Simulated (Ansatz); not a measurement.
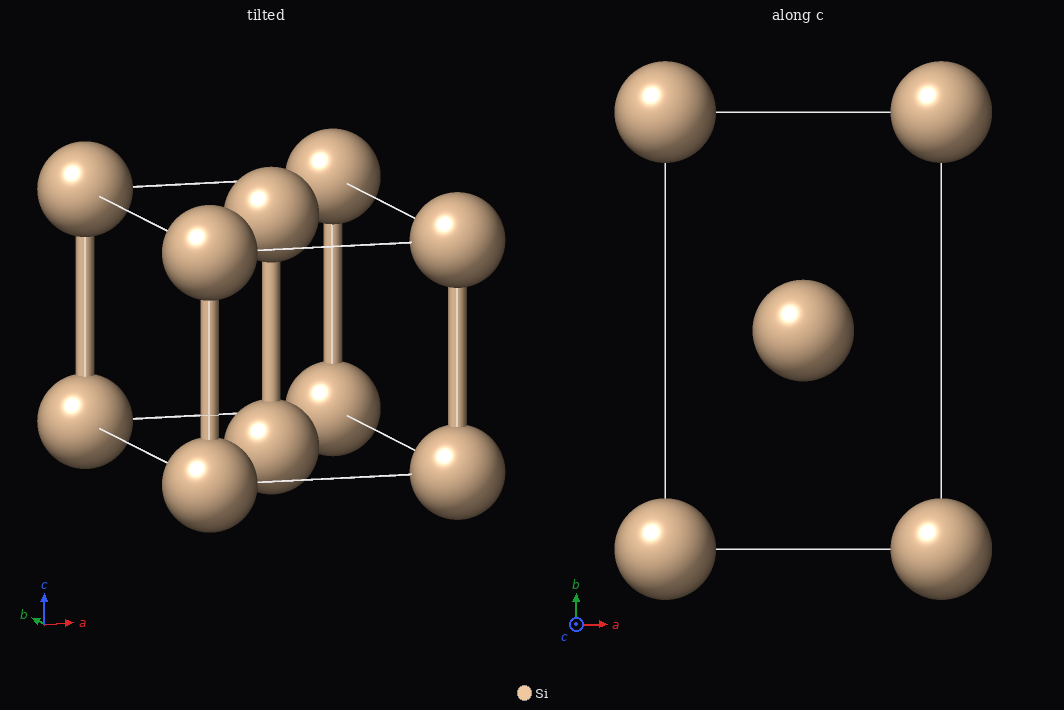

Crystal structure, ball-and-stick style, seen slightly off an axis and along the c axis. Atoms at the boundary of the conventional unit cell (the box) are drawn once for each face, edge or corner they touch.

Si, space group Cmmm (No. 65), a = 2.76 Å, b = 4.37 Å, c = 2.50 Å, α = 90.00°, β = 90.00°, γ = 90.00°.

Level of theory: Ansatz 0.2.0, DFT PBE, scalar-relativistic, plane waves, PAW. Settings were a kinetic-energy cutoff of 420 eV, k-points about 0.12 Å⁻¹ apart, Gaussian smearing of 0.15 eV, no spin polarisation.

### Is the electronic structure metallic or gapped?

A metal: bands cross the Fermi level.

### Give the pressure and its sign.

The computed pressure is 0.8 GPa (compressed: it would expand). The stress isn't hydrostatic: its largest component is 4.4 GPa.

The cell started as a structure listed in the Materials Project. The cell was then strained or its atoms displaced on purpose. It was the input of a calculation with Ansatz.
